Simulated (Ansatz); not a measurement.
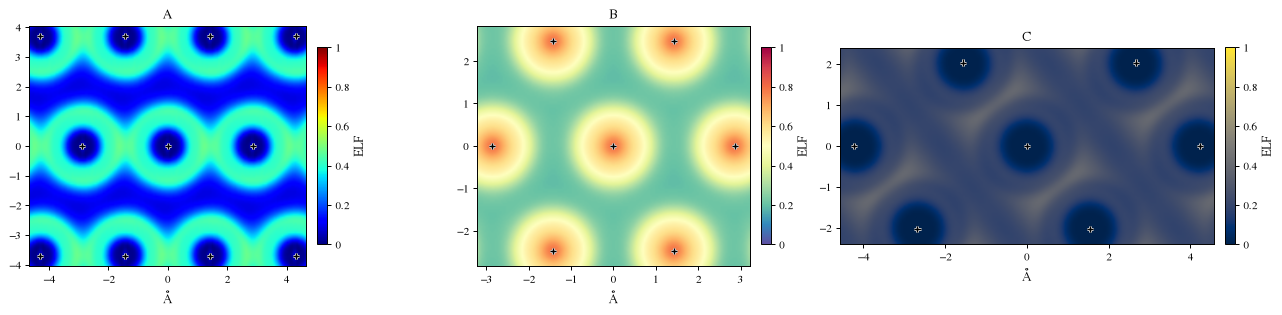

The ELF of 3 systems, each on a plane through atoms (crosses mark nuclei in the plane).

Method: Ansatz, DFT PBEsol, scalar-relativistic, plane waves, PAW.

System 1: Zn, the (011̄) plane of the calculation cell. Space group I4/mmm; a structure from a database of computed crystals, not necessarily the ambient phase.

System 2: Au, the (11̄0) plane of the calculation cell. Space group P6₃/mmc.

```xyz
8
Lattice="1.4326 -2.4813 -4.7906 1.4326 -2.4813 4.7906 -5.7304 0.0000 0.0000" Properties=species:S:1:pos:R:3 pbc="T T T"
Au    0.0000   -3.3085   -1.1976
Au   -1.4326   -0.8271   -1.1976
Au   -2.8652   -3.3085   -1.1976
Au   -4.2978   -0.8271   -1.1976
Au    0.0000   -1.6542    1.1976
Au    1.4326   -4.1355    1.1976
Au   -2.8652   -1.6542    1.1976
Au   -1.4326   -4.1355    1.1976
```

System 3: Ge, the (110) plane of the conventional cell. Space group Imma; a structure from a database of computed crystals, not necessarily the ambient phase; changed on purpose from its base cell (strain +0.015 along x and y, +0.000 along z, atoms carried along); computed pressure about −4 GPa in this cell.

```yaml
crystal:
  lattice:
    - [5.06667, 0.00000, 0.00000]
    - [0.00000, 5.38125, 0.00000]
    - [0.00000, 0.00000, 2.87389]
  atoms:
    - { symbol: Ge, position: [0.50000, 0.25000, 0.43594] }
    - { symbol: Ge, position: [0.00000, 0.75000, 0.93594] }
    - { symbol: Ge, position: [0.00000, 0.25000, 0.06406] }
    - { symbol: Ge, position: [0.50000, 0.75000, 0.56406] }
```

Q: Which map belongs to which system?

A: Panel A is system 3, Ge: the plane holds Ge. Ge–Ge (2.87 Å): the ELF is about 0.45 at the midpoint. Panel B is system 2, Au: the plane holds Au. Au–Au (2.87 Å): the ELF is about 0.20 at the midpoint; no localised pair shows between them. Panel C is system 1, Zn: the plane holds Zn. Zn–Zn (2.56 Å): the ELF is about 0.35 at the midpoint.
